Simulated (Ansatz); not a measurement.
**Geometry relaxation, with input and output: Ru**

The run: geometry relaxation of Ru (P6₃/mmc, 2 atoms in the cell). Method and program: DFT PBE, scalar-relativistic, plane waves, PAW, no spin polarisation (Ansatz 0.2.0).

The structure derives from a Materials Project entry.

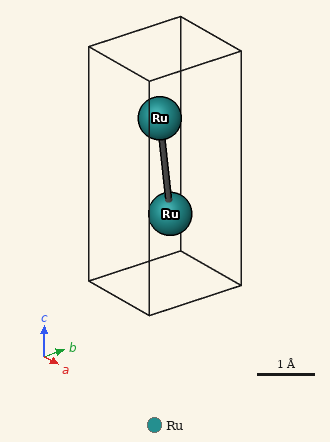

Fig. 1: The structure as given in the input (ball-and-stick view of the cell of the calculation, seen slightly off an axis).

**Key numbers**

- outcome: converged
- space group (tolerance 0.01 Å): P6₃/mmc (194)
- electrons treated: 32
- free energy: −11757.3803 eV
- Fermi energy: 23.123 eV
- gap on the k-point mesh: none (metallic)
- pressure: −0.01 GPa
- final volume: 27.53 Å³
- largest force (length of the vector) at the end: under 0.001 eV/Å
- final cell: a = 2.720 Å, b = 2.720 Å, c = 4.297 Å, α = 90.00°, β = 90.00°, γ = 120.00°
- hardware: 1 thread of Intel Xeon (Sapphire Rapids), 192 GiB of memory available, shared host
- wall time: 29 s
- peak memory: 0.42 GiB

**Input**
```yaml
crystal:
  lattice:
    - [2.7078263433, 0.0, 0.0]
    - [-1.3539131716, 2.3450464023, 0.0]
    - [0.0, 0.0, 4.26810178]
  atoms:
    - { symbol: Ru, position: [0.33333333, 0.66666667, 0.25] }
    - { symbol: Ru, position: [0.66666667, 0.33333333, 0.75] }
basis:
  ecutwfc: 420
kpoints:
  mp_grid: { grid: [18, 18, 10] }
hamiltonian:
  xc: pbe
scf:
  occupations: { method: gaussian, width: 0.1 }
output:
  forces: true
  stress: true
  eigenvalues: true
relax:
  adjacent_minimum: "off"
  f_tol: 0.005
  max_steps: 80
  cell: { stress_tol: 0.05 }
```

Run as:
```bash
ansatz run input.yaml --threads 1 --pin off --max-ram 2560MiB --backend cpu --events-out ev --progress --plain --runs-dir out
```

**The program's output**
```
Engine: ansatz 0.2.0, x86_64-unknown-linux-gnu
Pseudopotentials: kind: paw
Pseudopotential: Ru, paw, valence charge 16, recommended cutoff 420 eV (normal), Ru.paw.azcp
Functional definition: PBE
  parameter kappa = 0.804
  parameter beta = 0.06672455060314922
  exchange = pbe_x(kappa = kappa, mu = beta*pi^2/3)
  correlation = pbe_c(beta = beta)
Crystal: 2 atoms, lattice volume = 27.102 Å³
Basis set: ecut = 420 eV, 537 PW (Γ), exchange–correlation on 40×40×60 points (8 copies of the dense FFT grid, shifted against one another)
Bands: 20, of which v1, the nominal top of the filled ones, is band 16 counted from 1 (15 counted from 0)
Symmetry: 24 space group operations
Space group: P63/mmc (ITA 194), of the structure as read, at distance tolerance 3.0e-5 Å
k-points: 222 of 3240
Non-local potential: Ru, projectors of the file, l = 0: 3, l = 1: 2, l = 2: 2, l = 3: 1
PAW form: soft (Blöchl's): semilocal exchange-correlation on the pseudo side does not see the compensation charge
PAW one-centre angular grid: Ru, 590 points (default); XC on 64 Gauss nodes
Initial density: superposition of atomic densities (neutral atoms: chi_scale 0, normalization atom), corrected by the library's trained network
Initial wavefunctions: pseudopotential atomic-orbital guess
Functional: x = pbe(κ = 0.804, μ = 0.2195149727645171), c = pbe(β = 0.06672455060314922)
SCF iter   1: F=—  HF=-11757.369855 eV  |F-HF|=—  |Δ(HF+E_count)|=         —  Δρ=6.55e-3  dr2=2.28e-3  ethr=1.77e-3  ⟨swp⟩=5.0  Hψ=17136  notcnv=0
preconditioner: auto → none  [metal: Δε(μ)=0.015 eV  Ē_g=5.852 eV  σ=0.100 eV  W_gap=0.09  n_scr=8 (ndim 8)  ℏωp=28.5 eV  f_vac=0.000  D(μ)=1.83/eV (n_scr^D=22)  sad-step TF]
SCF iter   2: F=—  HF=-11757.372405 eV  |F-HF|=—  |Δ(HF+E_count)|=   2.55e-3  Δρ=3.87e-3  dr2=8.36e-4  ethr=7.14e-6  ⟨swp⟩=2.0  Hψ=9688  notcnv=0
SCF iter   3: F=—  HF=-11757.373500 eV  |F-HF|=—  |Δ(HF+E_count)|=   1.10e-3  Δρ=2.72e-4  dr2=3.37e-6  ethr=2.61e-6  ⟨swp⟩=2.1  Hψ=6019  notcnv=0
SCF iter   4: F=—  HF=-11757.373469 eV  |F-HF|=—  |Δ(HF+E_count)|=   3.13e-5  Δρ=1.07e-4  dr2=6.33e-7  ethr=1.05e-8  ⟨swp⟩=2.0  Hψ=7972  notcnv=0
SCF iter   5: F=—  HF=-11757.373470 eV  |F-HF|=—  |Δ(HF+E_count)|=   7.96e-7  Δρ=3.07e-5  dr2=1.77e-7  ethr=1.98e-9  ⟨swp⟩=2.0  Hψ=7962  notcnv=0
SCF iter   6: F=-11757.373470 eV  HF=-11757.373470 eV  |F-HF|=3.82e-11  |Δ(HF+E_count)|=   5.61e-8  Δρ=3.36e-6  dr2=1.38e-9  ethr=3.13e-10  ⟨swp⟩=4.7  Hψ=14862  notcnv=0
SCF 1 converged in 6 iterations: F = -11757.373470 eV  dr2 = 1.38e-9
  greatest PAW one-centre occupation: 0.998 electrons in one spin orbital (limit 2), on the Ru atom at site 1 (counted from 0), in its partial waves of l = 0
relax step   1: F+E_penalty+E_count = -11757.37346977 eV  Δ(F+E_penalty+E_count) = +0.000e0 eV  max|allowed force component| = 1.388e-17 eV/Å  Δτ_max = 0.0000 Å  P = +5.106 GPa  Ω = 27.102 Å³  (6 SCF iters, dr2 threshold 1.00e-7 eV, accepted)
Crystal: 2 atoms, lattice volume = 27.978 Å³
Initial density: handed on by an earlier stage of this run
Initial wavefunctions: those handed on with the density
iter 1 solved again at ethr=3.48e-6 eV; its pass at ethr=3.10e-3 eV (dr2=1.11e-3 eV) is discarded
SCF iter   1: F=—  HF=-11757.373340 eV  |F-HF|=—  |Δ(HF+E_count)|=         —  Δρ=2.43e-3  dr2=1.30e-3  ethr=3.48e-6  ⟨swp⟩=2.0  Hψ=22989  notcnv=0
preconditioner: auto → none  [metal: Δε(μ)=0.004 eV  Ē_g=5.607 eV  σ=0.100 eV  W_gap=0.02  n_scr=8 (ndim 8)  ℏωp=28.1 eV  f_vac=0.000  D(μ)=1.90/eV (n_scr^D=22)]
SCF iter   2: F=—  HF=-11757.373116 eV  |F-HF|=—  |Δ(HF+E_count)|=   2.24e-4  Δρ=1.03e-3  dr2=1.10e-4  ethr=3.48e-6  ⟨swp⟩=2.0  Hψ=6128  notcnv=0
SCF iter   3: F=—  HF=-11757.373100 eV  |F-HF|=—  |Δ(HF+E_count)|=   1.61e-5  Δρ=3.09e-4  dr2=1.13e-5  ethr=3.43e-7  ⟨swp⟩=1.0  Hψ=4440  notcnv=0
iter 4 did not close the SCF: its close was put off for the readings that it lacked (scf_convergence_deferred on its scf_iter line)
SCF iter   4: F=-11757.373103 eV  HF=-11757.373103 eV  |F-HF|=1.83e-8  |Δ(HF+E_count)|=   3.11e-6  Δρ=2.32e-5  dr2=2.87e-8  ethr=3.54e-8  ⟨swp⟩=2.5  Hψ=7828  notcnv=0
iter 5 did not close the SCF: its close was put off for the readings that it lacked (scf_convergence_deferred on its scf_iter line)
SCF iter   5: F=-11757.373103 eV  HF=-11757.373103 eV  |F-HF|=1.42e-9  |Δ(HF+E_count)|=   1.73e-8  Δρ=4.41e-6  dr2=2.06e-9  ethr=8.96e-11  ⟨swp⟩=2.0  Hψ=7474  notcnv=0
SCF iter   6: F=-11757.373103 eV  HF=-11757.373103 eV  |F-HF|=3.64e-12  |Δ(HF+E_count)|=  6.51e-10  Δρ=1.10e-6  dr2=5.01e-11  ethr=6.42e-12  ⟨swp⟩=1.1  Hψ=11970  notcnv=0
SCF 2 converged in 6 iterations: F = -11757.373103 eV  dr2 = 5.01e-11
relax step   2: F+E_penalty+E_count = -11757.37310304 eV  Δ(F+E_penalty+E_count) = +3.667e-4 eV  max|allowed force component| = 4.626e-17 eV/Å  Δτ_max = 0.0000 Å  P = -4.829 GPa  Ω = 27.978 Å³  energy of the carried Pulay correction = -4.005e-4 eV  (6 SCF iters, dr2 threshold 2.00e-7 eV, accepted)
Crystal: 2 atoms, lattice volume = 27.544 Å³
iter 1 solved again at ethr=1.16e-6 eV; its pass at ethr=3.10e-3 eV (dr2=3.71e-4 eV) is discarded
SCF iter   1: F=—  HF=-11757.380235 eV  |F-HF|=—  |Δ(HF+E_count)|=         —  Δρ=1.22e-3  dr2=3.29e-4  ethr=1.16e-6  ⟨swp⟩=2.0  Hψ=22984  notcnv=0
preconditioner: auto → none  [metal: Δε(μ)=0.010 eV  Ē_g=5.731 eV  σ=0.100 eV  W_gap=0.06  n_scr=8 (ndim 8)  ℏωp=28.3 eV  f_vac=0.000  D(μ)=1.86/eV (n_scr^D=22)]
SCF iter   2: F=—  HF=-11757.380172 eV  |F-HF|=—  |Δ(HF+E_count)|=   6.26e-5  Δρ=5.09e-4  dr2=2.62e-5  ethr=1.03e-6  ⟨swp⟩=2.0  Hψ=6103  notcnv=0
SCF iter   3: F=—  HF=-11757.380140 eV  |F-HF|=—  |Δ(HF+E_count)|=   3.20e-5  Δρ=1.57e-4  dr2=2.80e-6  ethr=8.19e-8  ⟨swp⟩=1.0  Hψ=4440  notcnv=0
iter 4 did not close the SCF: its close was put off for the readings that it lacked (scf_convergence_deferred on its scf_iter line)
SCF iter   4: F=-11757.380141 eV  HF=-11757.380141 eV  |F-HF|=4.10e-9  |Δ(HF+E_count)|=   7.00e-7  Δρ=1.10e-5  dr2=6.36e-9  ethr=8.74e-9  ⟨swp⟩=2.3  Hψ=7929  notcnv=0
iter 5 did not close the SCF: its close was put off for the readings that it lacked (scf_convergence_deferred on its scf_iter line)
SCF iter   5: F=-11757.380141 eV  HF=-11757.380141 eV  |F-HF|=2.49e-10  |Δ(HF+E_count)|=   4.21e-9  Δρ=1.76e-6  dr2=3.60e-10  ethr=1.99e-11  ⟨swp⟩=2.0  Hψ=6765  notcnv=0
SCF iter   6: F=-11757.380141 eV  HF=-11757.380141 eV  |F-HF|=0.00e0  |Δ(HF+E_count)|=  1.20e-10  Δρ=3.84e-7  dr2=7.33e-12  ethr=1.13e-12  ⟨swp⟩=1.0  Hψ=12736  notcnv=0
SCF 3 converged in 6 iterations: F = -11757.380141 eV  dr2 = 7.33e-12
relax step   3: F+E_penalty+E_count = -11757.38014101 eV  Δ(F+E_penalty+E_count) = -7.038e-3 eV  max|allowed force component| = 3.932e-17 eV/Å  Δτ_max = 0.0000 Å  P = -0.154 GPa  Ω = 27.544 Å³  energy of the carried Pulay correction = -2.045e-4 eV  (6 SCF iters, dr2 threshold 2.00e-7 eV, accepted)
Crystal: 2 atoms, lattice volume = 27.530 Å³
iter 1 solved again at ethr=1.01e-9 eV; its pass at ethr=3.10e-3 eV (dr2=3.23e-7 eV) is discarded
SCF iter   1: F=—  HF=-11757.380189 eV  |F-HF|=—  |Δ(HF+E_count)|=         —  Δρ=4.06e-5  dr2=3.66e-7  ethr=1.01e-9  ⟨swp⟩=2.0  Hψ=22129  notcnv=0
preconditioner: auto → none  [metal: Δε(μ)=0.004 eV  Ē_g=5.732 eV  σ=0.100 eV  W_gap=0.02  n_scr=8 (ndim 8)  ℏωp=28.3 eV  f_vac=0.000  D(μ)=1.86/eV (n_scr^D=22)]
iter 2 did not close the SCF: its close was put off for the readings that it lacked (scf_convergence_deferred on its scf_iter line)
SCF iter   2: F=-11757.380154 eV  HF=-11757.380154 eV  |F-HF|=3.32e-9  |Δ(HF+E_count)|=   3.52e-5  Δρ=1.73e-5  dr2=3.07e-8  ethr=1.01e-9  ⟨swp⟩=2.1  Hψ=6290  notcnv=0
iter 3 did not close the SCF: its close was put off for the readings that it lacked (scf_convergence_deferred on its scf_iter line)
SCF iter   3: F=-11757.380154 eV  HF=-11757.380154 eV  |F-HF|=2.62e-10  |Δ(HF+E_count)|=   3.43e-9  Δρ=5.11e-6  dr2=3.22e-9  ethr=9.59e-11  ⟨swp⟩=1.2  Hψ=4731  notcnv=0
iter 4 did not close the SCF: its close was put off for the readings that it lacked (scf_convergence_deferred on its scf_iter line)
SCF iter   4: F=-11757.380154 eV  HF=-11757.380154 eV  |F-HF|=3.64e-12  |Δ(HF+E_count)|=  6.33e-10  Δρ=4.12e-7  dr2=1.15e-11  ethr=1.01e-11  ⟨swp⟩=2.5  Hψ=7623  notcnv=0
iter 5 did not close the SCF: its close was put off for the readings that it lacked (scf_convergence_deferred on its scf_iter line)
SCF iter   5: F=-11757.380154 eV  HF=-11757.380154 eV  |F-HF|=3.64e-12  |Δ(HF+E_count)|=  7.28e-12  Δρ=6.02e-8  dr2=6.78e-13  ethr=1.00e-12  ⟨swp⟩=1.1  Hψ=4464  notcnv=0
SCF iter   6: F=-11757.380154 eV  HF=-11757.380154 eV  |F-HF|=5.46e-12  |Δ(HF+E_count)|=  3.64e-12  Δρ=8.12e-9  dr2=6.25e-15  ethr=1.00e-12  ⟨swp⟩=1.1  Hψ=9796  notcnv=0
SCF 4 converged in 6 iterations: F = -11757.380154 eV  dr2 = 6.25e-15
relax step   4: F+E_penalty+E_count = -11757.38015427 eV  Δ(F+E_penalty+E_count) = -1.326e-5 eV  max|allowed force component| = 4.857e-17 eV/Å  Δτ_max = 0.0000 Å  P = +0.005 GPa  Ω = 27.530 Å³  energy of the carried Pulay correction = -1.981e-4 eV  (6 SCF iters, dr2 threshold 6.92e-8 eV, accepted)
Initial wavefunctions: pseudopotential atomic-orbital guess (no wavefunctions were taken with the density)
iter 1 solved again at ethr=1.30e-8 eV; its pass at ethr=3.10e-3 eV (dr2=4.16e-6 eV) is discarded
SCF iter   1: F=—  HF=-11757.380370 eV  |F-HF|=—  |Δ(HF+E_count)|=         —  Δρ=5.52e-5  dr2=1.02e-7  ethr=1.30e-8  ⟨swp⟩=3.0  Hψ=31265  notcnv=0
SCF iter   2: F=—  HF=-11757.380337 eV  |F-HF|=—  |Δ(HF+E_count)|=   3.37e-5  Δρ=2.62e-5  dr2=1.94e-8  ethr=3.20e-10  ⟨swp⟩=2.7  Hψ=7992  notcnv=0
SCF iter   3: F=—  HF=-11757.380337 eV  |F-HF|=—  |Δ(HF+E_count)|=   1.13e-7  Δρ=4.16e-6  dr2=1.12e-9  ethr=6.06e-11  ⟨swp⟩=2.3  Hψ=7509  notcnv=0
SCF iter   4: F=—  HF=-11757.380337 eV  |F-HF|=—  |Δ(HF+E_count)|=   2.63e-9  Δρ=7.14e-7  dr2=2.73e-11  ethr=3.51e-12  ⟨swp⟩=2.6  Hψ=7997  notcnv=0
iter 5 did not close the SCF: its close was put off for the readings that it lacked (scf_convergence_deferred on its scf_iter line)
SCF iter   5: F=-11757.380337 eV  HF=-11757.380337 eV  |F-HF|=0.00e0  |Δ(HF+E_count)|=  8.37e-11  Δρ=8.71e-8  dr2=6.44e-13  ethr=1.00e-12  ⟨swp⟩=1.0  Hψ=4440  notcnv=0
iter 6 did not close the SCF: its close was put off for the readings that it lacked (scf_convergence_deferred on its scf_iter line)
SCF iter   6: F=-11757.380337 eV  HF=-11757.380337 eV  |F-HF|=0.00e0  |Δ(HF+E_count)|=    0.00e0  Δρ=1.36e-8  dr2=1.71e-14  ethr=1.00e-12  ⟨swp⟩=1.0  Hψ=4440  notcnv=0
iter 7 did not close the SCF: its close was put off for the readings that it lacked (scf_convergence_deferred on its scf_iter line)
SCF iter   7: F=-11757.380337 eV  HF=-11757.380337 eV  |F-HF|=5.46e-12  |Δ(HF+E_count)|=  3.64e-12  Δρ=4.71e-9  dr2=1.08e-15  ethr=1.00e-12  ⟨swp⟩=1.0  Hψ=4440  notcnv=0
iter 8 did not close the SCF: its close was put off for the readings that it lacked (scf_convergence_deferred on its scf_iter line)
SCF iter   8: F=-11757.380337 eV  HF=-11757.380337 eV  |F-HF|=0.00e0  |Δ(HF+E_count)|=  3.64e-12  Δρ=8.92e-10  dr2=9.28e-17  ethr=1.00e-12  ⟨swp⟩=1.0  Hψ=4440  notcnv=0
SCF iter   9: F=-11757.380337 eV  HF=-11757.380337 eV  |F-HF|=0.00e0  |Δ(HF+E_count)|=    0.00e0  Δρ=1.09e-10  dr2=1.46e-18  ethr=1.00e-12  ⟨swp⟩=2.0  Hψ=11039  notcnv=0
SCF 5 converged in 9 iterations: F = -11757.380337 eV  dr2 = 1.46e-18
relax step   5: F+E_penalty+E_count = -11757.38033691 eV  Δ(F+E_penalty+E_count) = -1.826e-4 eV  max|allowed force component| = 3.701e-17 eV/Å  Δτ_max = 0.0000 Å  P = -0.006 GPa  Ω = 27.530 Å³  stress off target by 6.81e-3 GPa  SCF on the basis re-selected at this cell (its energy is not comparable with the rows above)  (9 SCF iters)
```

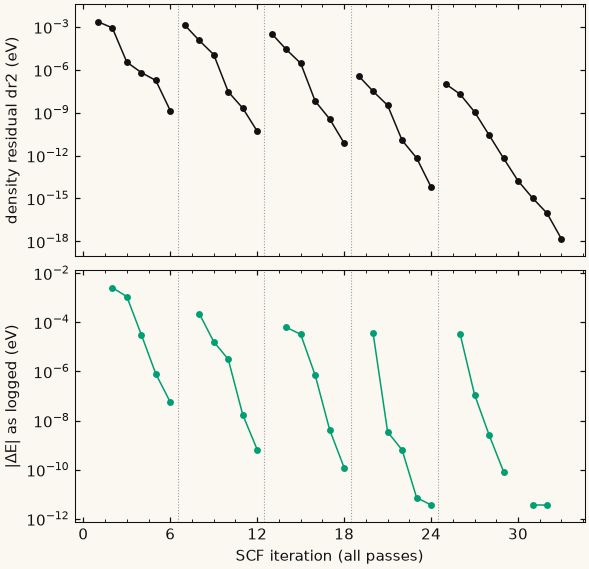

Fig. 2: Convergence of the self-consistent field: density residual dr2 and size of the energy change against the SCF iteration. The dotted lines part the SCF passes of the relaxation: geometry steps, rejected trials and re-solves on a re-selected basis. The 5 passes take 6 to 9 iterations each, 33 in all.

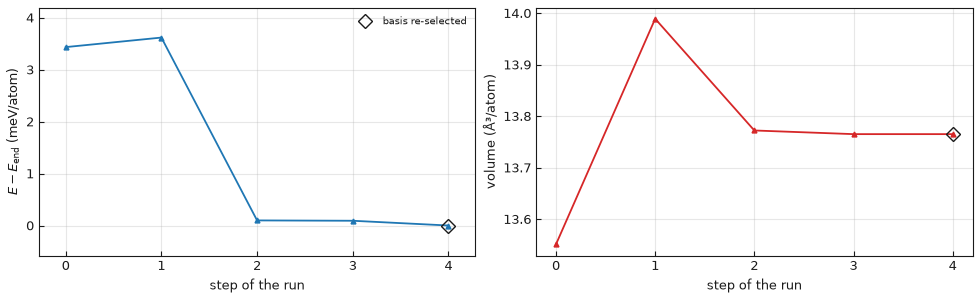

Fig. 3: Progress of the relaxation, step by step (the first geometry is step 0 here and step 1 in the log).

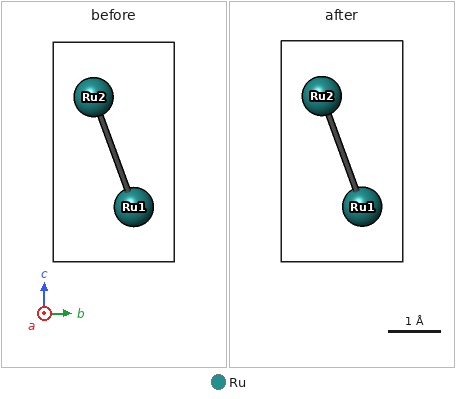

Fig. 4: Before (left) and after (right) the relaxation, at one scale (ball-and-stick view of the cell of the calculation, along the a axis). The atoms keep their places relative to the cell (all moves are under 0.005 Å). Cell: a = b 2.708 → 2.720 Å (+0.4 %), c 4.268 → 4.297 Å (+0.7 %). Volume +1.6 %. Distances before and after: Ru1–Ru2 2.645 → 2.661 Å, Ru1–Ru1 2.708 → 2.720 Å. The space group stays P6_3/mmc (No. 194). Over 3 geometry steps the energy falls by 3.3 meV per atom. All forces vanish by symmetry, so only the cell relaxes. Pressure: 5.11 GPa at the start and −0.01 GPa at the end. A last SCF at the same geometry on a re-selected plane-wave basis shifts the energy by −0.1 meV per atom. (Atoms are counted from 1 in the order of the input.)

```
basis re-selected at this cell: Δ(F+E_penalty+E_count) = -1.826e-4 eV, ΔP = -0.011 GPa vs the last step (what re-selecting the basis moved, of the pressure what is left beyond the Pulay correction that the steps carried, after the strain that the cell walked since its last selection, with what the two solves' SCF thresholds leave and, on support functions, any second-order correction that the steps lacked; it is no measure of the basis error at this ecutwfc). This SCF's stress stands 6.81e-3 GPa from its target on what of the cell is left free (relax.cell.stress_tol is 5.00e-2 GPa) and its largest allowed force component is 3.70e-17 eV/Å (relax.f_tol is 5.00e-3 eV/Å): within both
SCF converged after 9 iterations
Free energy (F): -11757.380337 eV
Harris-Foulkes:  -11757.380337 eV  (|F-HF|=0.00e0)
Internal energy: -11757.371024 eV  (E = F + TS)
E sigma→0 (E₀):  -11757.375681 eV
Entropy (-TS):   -0.009313 eV (-4.656 meV/atom)
Fermi energy:    23.123245 eV
--- Per-component energies (eV) ---
  E_band       = -117.366592
  E_kinetic    = 1027.725070
  E_local      = -2544.309244  (includes V_loc(G=0)·N_el)
  E_nonlocal   = 685.826684
  E_hartree    = 817.416052
  E_xc         = -381.015745
  E_vxc        = -478.348481  (∫ρ·V_xc dr)
  E_paw        = -6921.305950  (= ΣΔE_a)
  E_vpaw       = -443.092347  (= ΣTr[D̂ρ^β])
  E_aug_tail   = -0.000378  (compensation charges beyond the density's cutoff)
  E_ewald      = -4441.707512
  E_smearing   = -0.009313  (= −TS)
  E_closure    = -0.000000  (closes the sum)
  Σ components = -11757.380337   (vs F -11757.380337, Δ=0.00e0)
--- Forces (eV/Å), atoms counted from 1 ---
  atom   1  Ru     0.00000000    -0.00000000    -0.00000000
  atom   2  Ru    -0.00000000     0.00000000     0.00000000
  max |Σ_I F_I| component: 1.39e-17 eV/Å
--- Stress (GPa, compression-positive) ---
       -0.006807       0.000000       0.000000
       -0.000000      -0.006807      -0.000000
        0.000000      -0.000000      -0.004315
  P = ⅓ Tr σ = -0.0060 GPa (-0.060 kbar)
--- Band table (eV; the first three rows and the last of 222) ---
  k-point 0: bands = ["-49.9758", "-49.7807", "-20.4430", "-19.5483", "-19.5483", "-19.3834", "-19.3834", "-19.3427", "15.2250", "17.0333", "20.5854", "20.5854", "20.7740", "21.2560", "21.2560", "21.7540", "21.7540", "24.2897", "24.2897", "24.4240"]
  k-point 1: bands = ["-49.9711", "-49.7855", "-20.4173", "-19.5443", "-19.5443", "-19.3874", "-19.3874", "-19.3709", "15.3361", "17.0698", "20.5160", "20.5160", "20.7185", "21.1899", "21.1899", "21.9101", "21.9101", "24.0459", "24.2966", "24.2966"]
  k-point 2: bands = ["-49.9574", "-49.7996", "-20.3422", "-19.5326", "-19.5326", "-19.4525", "-19.3993", "-19.3993", "15.6571", "17.1675", "20.3948", "20.3948", "20.5706", "21.0178", "21.0178", "22.2831", "22.2831", "23.1300", "24.2880", "24.2880"]
  k-point 221: bands = ["-49.7668", "-49.7668", "-20.2105", "-20.2105", "-19.9561", "-19.9561", "-19.5313", "-19.5313", "18.5220", "18.5220", "19.0945", "19.0945", "20.4604", "20.4604", "21.9723", "21.9723", "24.3294", "24.3294", "31.4434", "31.4434"]
--- Relaxed structure (4 steps of the walk, 4 accepted, 1 SCFs on fresh bases) ---
  F+E_penalty+E_count = -11757.38033691 eV   max|allowed force component| = 3.701e-17 eV/Å   (the final SCF, on the basis selected at the relaxed cell)
  cell:  # Å, volume = 27.5302 Å³
    - [2.719996739888228, -2.899724612018081e-11, -5.617535923438148e-19]
    - [-1.3599983699190017, 2.355586274968558, 2.808767961667214e-19]
    - [-8.854413848783685e-19, 7.297514718246974e-34, 4.296770766360187]
  atoms:
    - { symbol: Ru, position: [0.33333333333333337, 0.6666666666666666, 0.25] }
    - { symbol: Ru, position: [0.6666666666666666, 0.3333333333333333, 0.75] }
```

**Trajectory as extended XYZ (Å, eV, eV/Å), 5 frames, from step=1 to step=5**
```
2
Lattice="2.7078 0.0000 0.0000 -1.3539 2.3450 0.0000 0.0000 0.0000 4.2681" Properties=species:S:1:pos:R:3:forces:R:3 step=1 energy=-11757.37347 pressure_GPa=5.11
Ru    0.0000    1.5634    1.0670    0.0000   0.0000   0.0000
Ru    1.3539    0.7817    3.2011    0.0000   0.0000   0.0000
2
Lattice="2.7349 0.0000 0.0000 -1.3674 2.3685 0.0000 0.0000 0.0000 4.3193" Properties=species:S:1:pos:R:3:forces:R:3 step=2 energy=-11757.37310 pressure_GPa=-4.83
Ru    0.0000    1.5790    1.0798    0.0000   0.0000   0.0000
Ru    1.3674    0.7895    3.2394    0.0000   0.0000   0.0000
2
Lattice="2.7206 0.0000 0.0000 -1.3603 2.3561 0.0000 0.0000 0.0000 4.2972" Properties=species:S:1:pos:R:3:forces:R:3 step=3 energy=-11757.38014 pressure_GPa=-0.15
Ru    0.0000    1.5707    1.0743    0.0000   0.0000   0.0000
Ru    1.3603    0.7854    3.2229    0.0000   0.0000   0.0000
2
Lattice="2.7200 0.0000 0.0000 -1.3600 2.3556 0.0000 0.0000 0.0000 4.2968" Properties=species:S:1:pos:R:3:forces:R:3 step=4 energy=-11757.38015 pressure_GPa=0.00
Ru    0.0000    1.5704    1.0742    0.0000   0.0000   0.0000
Ru    1.3600    0.7852    3.2226    0.0000   0.0000   0.0000
2
Lattice="2.7200 0.0000 0.0000 -1.3600 2.3556 0.0000 0.0000 0.0000 4.2968" Properties=species:S:1:pos:R:3:forces:R:3 step=5 energy=-11757.38034 pressure_GPa=-0.01
Ru    0.0000    1.5704    1.0742    0.0000   0.0000   0.0000
Ru    1.3600    0.7852    3.2226    0.0000   0.0000   0.0000
```
